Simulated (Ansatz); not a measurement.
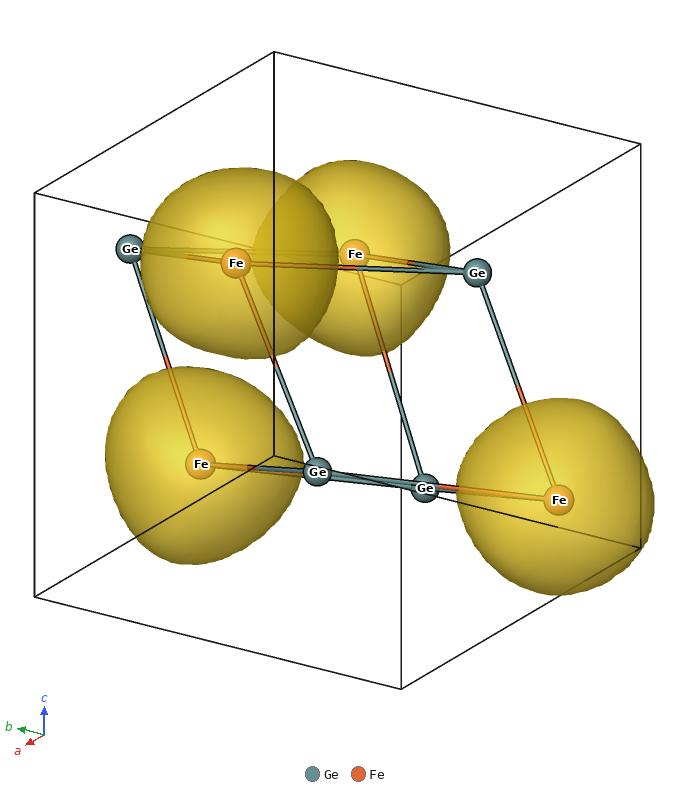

Figure. FeGe. Isosurface of the spin density (up minus down) at +0.1 e/Å³ (yellow), seen at an oblique angle. Sticks mark near contacts.

Space group P2₁3; not relaxed (largest force 1.6 eV/Å); computed pressure about 44 GPa in this cell; spin-polarised.

The calculation used Ansatz, Kohn-Sham DFT of a periodic cell, PBEsol, Ansatz PAW.

Core electrons are frozen (PAW), and the valence fields are smoothed inside the atomic spheres.

**Which atoms carry the moments, and with what signs?**

The spin density sits on Fe: +3.5 μB (×4) in one cell of 8 atoms, with smaller moments on other sites: Ge (up to +0.36 μB): parallel main moments (a ferromagnetic arrangement) in this solution. The cell of the calculation (8 atoms) carries 18.0 μB of net spin moment.
